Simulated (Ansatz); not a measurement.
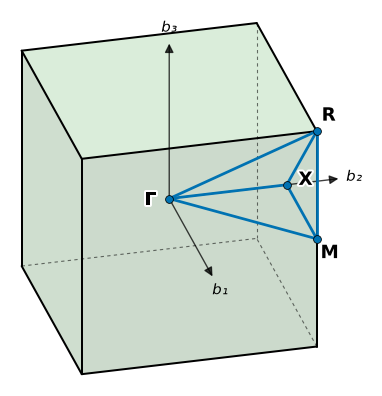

For Ni, the end point of a relaxation with DFT, revPBE, plane waves (420 eV) with PAW, scalar-relativistic (Ansatz 0.2.0); the starting structure was generated, so it need not be a known form of this composition: the first Brillouin zone and its special points. Symmetry computed with spglib at a tolerance of 0.002 Å; standard conventional cell.

Space group Pm-3n (No. 223); a = 4.499 Å, b = 4.499 Å, c = 4.499 Å, α = 90.00°, β = 90.00°, γ = 90.00°.

Labels and path follow the convention of Hinuma et al. (2017), as computed by seekpath; the arrows show the directions of the reciprocal primitive vectors b₁, b₂, b₃, in which coordinates are given; lengths include the factor 2π.

List the special points with their coordinates and distances from Γ.

Answer.
```
point   k₁   k₂   k₃  length of k (1/Å)
    Γ    0    0    0              0.000
    R  1/2  1/2  1/2              1.210
    M  1/2  1/2    0              0.988
    X    0  1/2    0              0.698
```

What is the zone's volume?

Answer. (2π)³ over the primitive cell's volume of 91.05 Å³: 2.72 Å⁻³.
